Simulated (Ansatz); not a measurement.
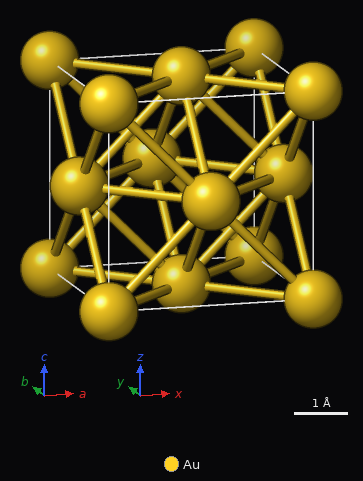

Solid Au (Fm-3m): the cell is strained equally along x and y and separately along z, with the atoms kept at their fractional coordinates. x, y and z are the Cartesian axes of the input. The picture shows the reference cell. The picture is a ball-and-stick view of the conventional cell (4 times the calculation's cell), seen slightly off an axis. Lengths and directions refer to the drawn axes.

All numbers below come from DFT PBE, scalar-relativistic, plane waves, PAW (Ansatz 0.2.0). (plane-wave cutoff 420 eV; k-point mesh 20 × 20 × 20; occupations gaussian; smearing width 0.15 eV; no spin polarisation). Energies (free energies at the smearing named) are counted from the cell as listed in its source, which wasn't relaxed.

```xyz
1
Lattice="0.0000 2.0455 2.0455 2.0455 0.0000 2.0455 2.0455 2.0455 0.0000" Properties=species:S:1:pos:R:3 pbc="T T T"
Au    0.0000    0.0000    0.0000
```

Q: Give the energy at each point on a grid with rows −0.030, −0.015, 0.000, 0.015, 0.030 and columns −0.030, −0.015, 0.000, 0.015, 0.030 (strain along x and y; strain along z).

A: Rows: strain along x and y; columns: strain along z; values in meV/atom.

|  | −0.030 | −0.015 | 0.000 | 0.015 | 0.030 |
| --- | --- | --- | --- | --- | --- |
| −0.030 | 165.3 | 124.5 | 90.6 | 63.1 | 41.5 |
| −0.015 | 89.1 | 58.8 | 34.8 | 16.4 | 3.2 |
| 0.000 | 36.0 | 15.3 | 0.0 | −10.3 | −16.0 |
| 0.015 | 2.8 | −9.4 | −16.8 | −19.9 | −18.9 |
| 0.030 | −13.3 | −18.0 | −18.4 | −15.0 | −8.2 |

In pairs of (strain along x and y; strain along z): the lowest computed point lies at (0.015, 0.015) (−19.9 meV/atom), the highest at (−0.030, −0.030) (165.3 meV/atom). The valley is tilted: raising the in-plane strain is made harder by raising the strain along z (cross term 0.86 of the geometric mean of the two curvatures). Over the ranges scanned the energy rises more along the first axis, the in-plane strain. The pressure runs from −5.0 GPa at (0.030, 0.030) to 29.5 GPa at (−0.030, −0.030).
